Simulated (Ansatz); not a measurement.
# MgS: what the fields show

Input

```
crystal:
  lattice:
    - [0.0, 2.60165, 2.60165]
    - [2.60165, 0.0, 2.60165]
    - [2.60165, 2.60165, 0.0]
  atoms:
    - { symbol: Mg, position: [0.0, -0.115311437, 0.0] }
    - { symbol: S, position: [0.5, 0.5, 0.5] }
basis:
  ecutwfc: 420
kpoints:
  mp_grid: { grid: [8, 8, 8] }
hamiltonian:
  xc: pbe
scf:
  occupations: { method: gaussian, width: 0.05 }
output:
  forces: true
  stress: true
  eigenvalues: true
  write_density: true
  write_potential: true
  elf: true
  volumetric_format: npy
```

Launched as:

```sh
ansatz run input.yaml --threads 1 --pin off --max-ram 2560MiB --backend cpu --events-out ev --progress --plain --runs-dir out
```

Below, planes, directions and counts refer to the conventional cell (a = 3.68 Å, b = 5.20 Å, c = 3.68 Å, α = 90.00°, β = 90.00°, γ = 90.00°).

Space group Imm2; changed on purpose from its base cell (atom 1 (Mg) moved by (-0.300, -0.300) A along x and z); not relaxed (largest force 1.5 eV/Å); computed pressure about 7 GPa in this cell.

Computed with DFT PBE, scalar-relativistic, plane waves, PAW (Ansatz).

Core electrons are frozen (PAW), and the valence fields are smoothed inside the atomic spheres.

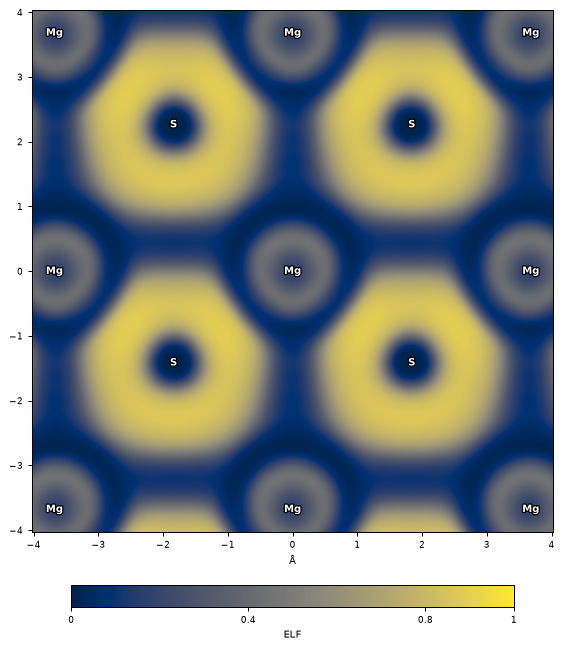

Figure 1. Electron localisation function on the (010) plane of the conventional cell.

### Describe what can be read from this map.

Atoms in the plane: Mg and S.
Mg–S (2.32 Å): the ELF peaks at about 0.90 in the valence shell of S, 0.9 Å from its nucleus, and falls to about 0.10 next to Mg (a closed-shell, largely ionic contact).

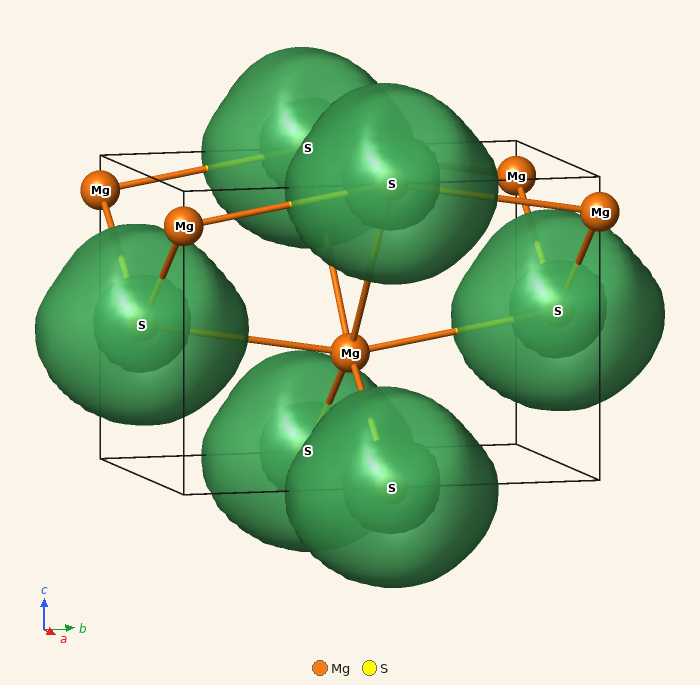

Figure 2. Isosurface of the electron localisation function at 0.75 (green), seen slightly off an axis. Core shells and regions of very low density are left out. Sticks mark near contacts.

### What do the ELF domains correspond to?

The surface consists of two regions wrapped around S (the valence shell of each), counted in one cell of 4 atoms. Regions shared between cells count once.


 Mg–S (2.64 Å): the ELF peaks at about 0.90 in the valence shell of S, 0.9 Å from its nucleus, and falls to about 0.05 next to Mg: a largely ionic contact.

### Does the calculation give a band gap?

It is gapped, with a Kohn–Sham gap of 2.8 eV on the k-point mesh (the band edges may lie off the mesh, which would make the gap smaller).
